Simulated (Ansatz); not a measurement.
## Electronic structure of GaCuSe$_{2}$ in real space

```
Ga Cu Se
1.0
     5.67225    0.00000    0.00000
     0.00000    5.67225    0.00000
     0.00000    0.00000   11.26065
Ga Cu Se
4 4 8
Direct
  0.00000 0.00000 0.50000
  0.50000 0.50000 0.00000
  0.50000 0.00000 0.25000
  0.00000 0.50000 0.75000
  0.00000 0.00000 0.00000
  0.50000 0.50000 0.50000
  0.00000 0.50000 0.25000
  0.50000 0.00000 0.75000
  0.24379 0.25000 0.12500
  0.74379 0.75000 0.62500
  0.75000 0.25621 0.37500
  0.25000 0.75621 0.87500
  0.25621 0.25000 0.62500
  0.75621 0.75000 0.12500
  0.25000 0.74379 0.37500
  0.75000 0.24379 0.87500
```

Space group I-42d; computed without spin polarisation.

Method: DFT PBE, scalar-relativistic, plane waves, PAW in Ansatz.

The density is the valence pseudo-density of a PAW calculation; it isn't the true density close to the nuclei.

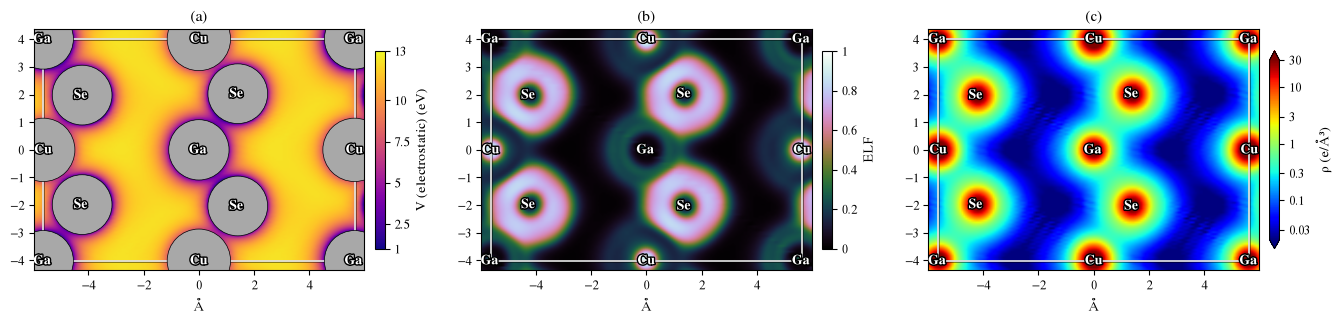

Figure 1. (a) electrostatic potential (local pseudopotential plus Hartree) felt by an electron; (b) electron localisation function; (c) valence electron density on the (11̄0) plane of the conventional cell. Grey discs cover the atomic cores in the potential map.

> What does the map show?

The section cuts through Ga, Cu and Se sites.
Cu–Se (2.43 Å): the density is about 0.46 e/Å³ at the midpoint; the ELF is about 0.50 at the midpoint.
Ga–Se (2.47 Å): ρ at the midpoint is about 0.49 e/Å³; the ELF is about 0.70 at the midpoint.
Between the atoms the lowest density in this plane is 0.006 e/Å³.
The features right at Ga and Cu lie inside the PAW spheres, where the map follows smoothed inner orbitals and isn't to be read closely.
Outside the cores the potential energy rises away from the atoms and is highest about 2.3 Å from the nearest atoms; its zero is arbitrary.

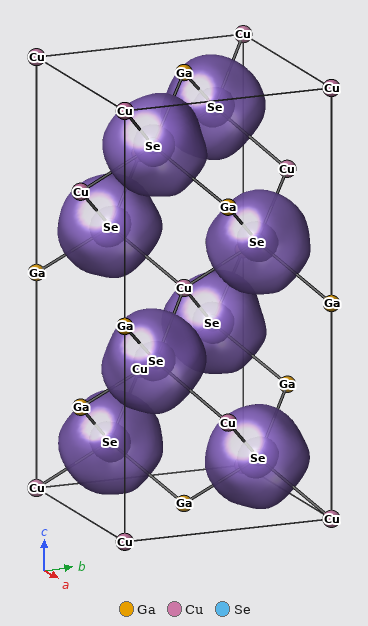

Figure 2. Isosurface of the electron localisation function at 0.6 (purple), seen slightly off an axis. Core shells and regions of very low density are left out. Sticks mark near contacts.

> Identify the bonds, lone pairs and shells in this picture.

The ELF exceeds this value in eight regions on Se in which the atom's valence shell and bonds are merged, counted in one cell of 16 atoms. Regions shared between cells count once.

> Metal or insulator at this level of theory?

It is metallic or semimetallic at this level of theory: no gap opens; semilocal functionals without U, or without the true magnetic order, often close the gap of such compounds.
